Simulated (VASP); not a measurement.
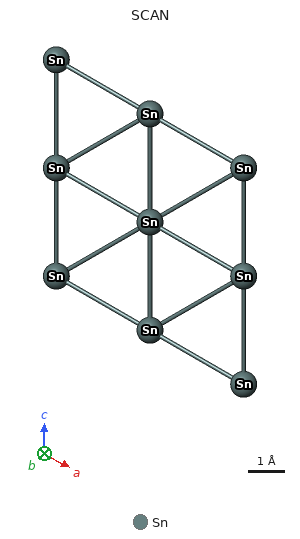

Crystalline Sn (set up in Im-3m), relaxed (cell and atoms) with several functionals. The picture shows the result with SCAN. Style: ball-and-stick. Shown: the cell of the calculation, repeated 2 × 1 × 2 with one cell outlined, along the b axis.

Computed with VASP 6.6.1: VASP PAW PBE potentials, recommended; VASP PAW LDA potentials, recommended (each functional with its own set). Set-up: plane-wave cutoff 600 eV; k-point mesh 10 × 10 × 10; occupations fermi-dirac; smearing width 0.05 eV; no spin polarisation.

```tsv
functional	volume (Å³/atom)	a (Å)
SCAN	26.737	3.263
vdW-DF-cx	26.309	3.245
RPBE	28.465	3.332
optB88-vdW	27.945	3.311
PBE	27.585	3.297
PBEsol	?	?
AM05	25.885	3.228
LDA	25.347	3.205
BLYP	30.772	3.419
PW91	27.695	3.301
revPBE	28.212	3.322
r2SCAN	26.794	3.265
```

One row is withheld. What does the calculation give there?

Answer. With PBEsol the volume falls between AM05 (25.885) and vdW-DF-cx (26.309). The calculation gives 25.979 Å³/atom (a = 3.232 Å). Left out of the table: rev-vdW-DF2, which met the thresholds at the start cell and never moved. In order of volume: LDA < AM05 < PBEsol < vdW-DF-cx < SCAN < r2SCAN < PBE < PW91 < optB88-vdW < revPBE < RPBE < BLYP; the spread is 21.4 %.
